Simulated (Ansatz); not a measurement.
## Electronic structure of Si45Ge19 in real space

Si45Ge19, 64 atoms, a = 10.99 Å, b = 10.99 Å, c = 10.99 Å, α = 89.99°, β = 89.99°, γ = 90.00°.

Space group P1.

Method: Ansatz, DFT PBEsol, scalar-relativistic, plane waves, PAW.

In a PAW calculation such maps are meaningful between the atoms, not at the nuclei.

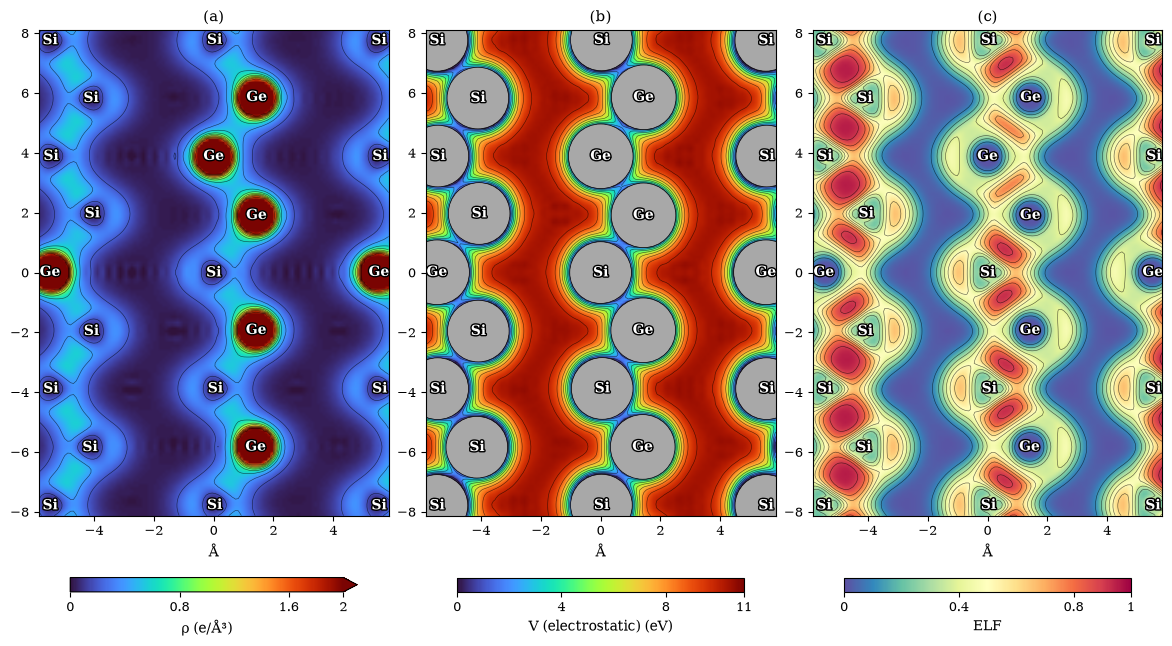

Figure 1. (a) valence pseudo-density; (b) electrostatic potential energy of an electron; (c) electron localisation function on the (101) plane of the conventional cell. Grey discs cover the atomic cores in the potential map.

### What do the fields say about this system?

Atoms in the plane: Si and Ge. Si–Si (2.36 Å): ρ at the midpoint is about 0.56 e/Å³; the ELF peaks at about 0.95 between the atoms: a covalent bond. Si–Ge (2.38 Å): ρ at the midpoint is about 0.56 e/Å³; the ELF peaks at about 0.95 between the atoms (a covalent bond). Ge–Ge (2.44 Å): ρ is about 0.51 e/Å³ halfway; the ELF peaks at about 0.75 between the atoms, as expected for a shared electron pair. The density dies away to nearly zero in the voids. Outside the cores the potential energy rises away from the atoms and is highest about 2.2 Å from the nearest atoms; its zero is arbitrary.

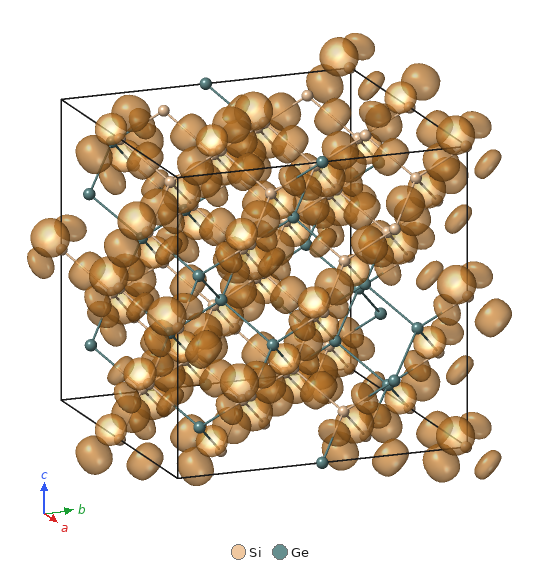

Figure 2. Isosurface of the electron localisation function at 0.8 (orange), seen slightly off an axis. Core shells and regions of very low density are left out. Sticks mark near contacts.

### What do the ELF domains correspond to?

The ELF exceeds this value in 54 regions between bonded Ge–Si atoms (shared pairs) and 63 regions between bonded Si–Si atoms (shared pairs), counted in one cell of 64 atoms. Any copies at cell faces, edges or corners count once. Profiles from the grid: Si–Si (2.34 Å): the ELF peaks at about 0.95 between the atoms, as expected for a shared electron pair.

### Metal or insulator at this level of theory?

It is gapped, with a Kohn–Sham gap of 0.42 eV on the k-point mesh, an upper bound to the gap of this method.
